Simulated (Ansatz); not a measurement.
```cif
data_structure
_symmetry_space_group_name_H-M 'P 1'
_symmetry_Int_Tables_number 1
_cell_length_a 3.1224
_cell_length_b 4.3475
_cell_length_c 4.4060
_cell_angle_alpha 90.000
_cell_angle_beta 90.506
_cell_angle_gamma 90.000
_cell_volume 59.81
loop_
_atom_site_label
_atom_site_type_symbol
_atom_site_fract_x
_atom_site_fract_y
_atom_site_fract_z
_atom_site_occupancy
Sb1 Sb 0.98861 0.75000 0.75883 1
Sb2 Sb 0.01139 0.25000 0.24117 1
```

Space group P2_1/m. No gap opens at this level; semilocal functionals can close small gaps. Spin-orbit coupling, left out here, splits and shifts the levels of such heavy elements, by tenths of an eV up to several eV. The cell comes from a database of computed structures, not from a measurement.

Computed with DFT PBE, scalar-relativistic, plane waves, PAW (Ansatz).

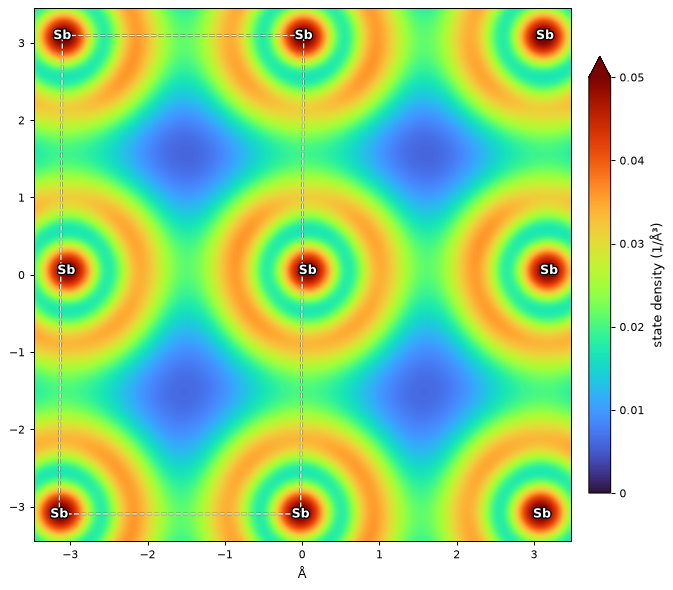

Sb. Density of the Kohn–Sham states from 0.0 to +1.2 eV about the Fermi level (the empty states just over the Fermi level), scaled to one electron a cell: a map on the (011) plane of the conventional cell.

Core electrons are frozen (PAW), so the fields are smoothed inside the atomic spheres.

Q: Describe these states.

A: Projected on a minimal set of atomic orbitals (Löwdin), they are Sb 5p (90 %) and Sb 5s (10 %).
